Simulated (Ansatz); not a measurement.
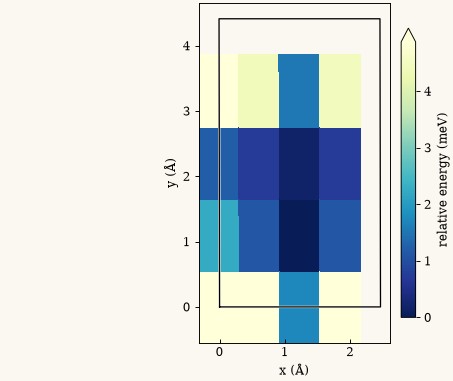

Energy landscape of CO on a C(111) slab cut from the C2/m phase, its upper half relaxed before the scan (16 atoms of substrate and one adsorbate in a 2 × 1 cell). CO (O end down) is moved over the surface cell at a fixed height above a rigid substrate; the origin of the map has the adsorbate above C15; the height is held at 3.20 Å. Places are given modulo a cell vector. The map is drawn in real space over the plane of the surface. The grid has 4 × 4 points. Places are given in fractions of the 1 × 1 surface cell. Energies: meV, counted from the lowest grid point. At a fixed height the lowest place need not be the adsorption site. Level of theory: Ansatz 0.2.0, DFT PBE+D3(BJ), scalar-relativistic, plane waves, PAW. Settings: cutoff 420 eV, k-mesh 6×6×1, gaussian smearing 0.05 eV, no spin polarisation.

Drawn: one coloured cell a grid point, the outline of one cell of the plane, one colour for all values above the top of the scale. 

**Where are the lowest and the highest points?**

The lowest grid point is at (2/4, 1/4) of the cell vectors. The highest grid point, the top site over a surface C atom, (0/4, 0/4) of the cell vectors, lies 10.4 meV above the lowest.

Grid values (meV):

```
second ↓, first →   0/4  1/4  2/4  3/4
              3/4   7.3  4.4  1.5  4.4
              2/4   1.2  0.7  0.2  0.7
              1/4   2.2  1.1  0.0  1.1
              0/4  10.4  6.0  1.7  6.0
```

Each point was launched as `ansatz run input.yaml --threads 1 --pin off --max-ram 3072MiB --backend cpu --events-out ev --progress --plain --runs-dir out`. The whole map (16 points run) took 25 min on 1 thread of Arm Neoverse V2, with other jobs on the host.

PAW datasets: the set soft_1.
